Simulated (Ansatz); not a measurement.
Consider Ti12C (slab).

```yaml
crystal:
  lattice:
    - [5.73526, 0.00000, 0.00000]
    - [0.00000, 5.73526, 0.00000]
    - [0.00000, 0.00000, 19.27006]
  atoms:
    - { symbol: Ti, position: [0.25000, 0.25000, 0.20758] }
    - { symbol: Ti, position: [0.25000, 0.75000, 0.20758] }
    - { symbol: Ti, position: [0.75000, 0.25000, 0.20758] }
    - { symbol: Ti, position: [0.75000, 0.75000, 0.20758] }
    - { symbol: Ti, position: [0.00000, 0.00000, 0.30530] }
    - { symbol: Ti, position: [0.00000, 0.50000, 0.30530] }
    - { symbol: Ti, position: [0.50000, 0.00000, 0.30530] }
    - { symbol: Ti, position: [0.50000, 0.50000, 0.30530] }
    - { symbol: Ti, position: [0.25000, 0.25000, 0.40322] }
    - { symbol: Ti, position: [0.25000, 0.75000, 0.40322] }
    - { symbol: Ti, position: [0.75000, 0.25000, 0.40322] }
    - { symbol: Ti, position: [0.75000, 0.75000, 0.40322] }
    - { symbol: C, position: [0.25000, 0.25000, 0.49739] }
```

A point of a scan over the structure, not its minimum; not relaxed (largest force 0.9 eV/Å); computed without spin polarisation; PAW files of the earlier set (soft_1).

Method: DFT PBEsol, scalar-relativistic, plane waves, PAW in Ansatz.

### Predict the valence pseudo-density and electron localisation function between the atoms.

Ti–C (1.81 Å): the density is about 1.1 e/Å³ at the midpoint; the ELF peaks at about 0.80 in the valence shell of C, 0.5 Å from its nucleus, and is about 0.40 at the midpoint.
Ti–Ti (2.77 Å): the density is about 0.23 e/Å³ at the midpoint; the ELF is about 0.20 at the midpoint (no shared electron pair shows on this line).

### Does the calculation make it a metal, or give it a gap?

It is gapless in this calculation (a metal or semimetal).

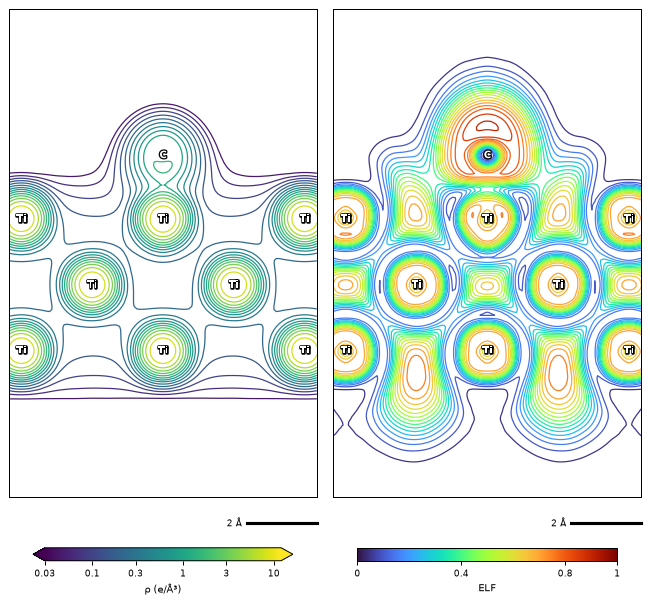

Computed valence pseudo-density and electron localisation function on the (11̄0) plane of the calculation cell, a cut from vacuum to vacuum, in this order. 

The density is the valence pseudo-density of a PAW calculation; it isn't the true density close to the nuclei.
